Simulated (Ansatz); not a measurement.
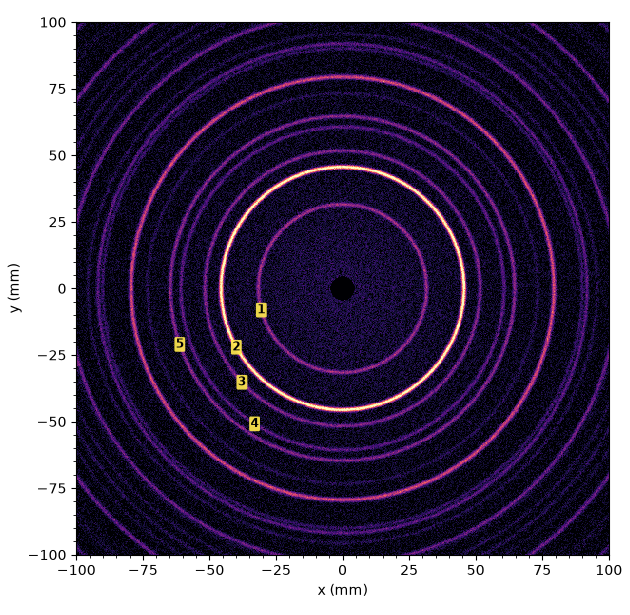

Simulated X-ray powder rings on a flat area detector normal to the beam: λ = 0.1665 Å, sample-to-detector distance 590 mm, axes in mm from the beam centre, for a mixture of two phases. Kinematic intensities with B = 0.8 Å² for all atoms, without absorption; brightness goes as intensity to the power 0.6, clipped at the top, with counting noise. Reflections closer than the ring width show as one ring.

Phase I: Ru (Im-3m), a = 3.053 Å, b = 3.053 Å, c = 3.053 Å, α = 90.00°, β = 90.00°, γ = 90.00°; the end point of a relaxation with Ansatz, DFT, PBE, plane waves (420 eV) with PAW, scalar-relativistic; the starting structure was generated, so it need not be a known form of this composition.
Phase II: Ru (Fd-3m), a = 5.392 Å, b = 5.392 Å, c = 5.392 Å, α = 90.00°, β = 90.00°, γ = 90.00°; the input geometry of an electronic-structure calculation (not necessarily at equilibrium); the starting structure was generated, so it need not be a known form of this composition.
Volume fractions 0.7 and 0.3.

Which rings come from which phase?

Answer.
```csv
ring,radius,d (Å),phase,hkl
1,31.6 mm,3.11,II,111
2,45.6 mm,2.16,I,110
3,51.7 mm,1.906,II,220
4,60.7 mm,1.626,II,311
5,64.6 mm,1.527,I,200
```
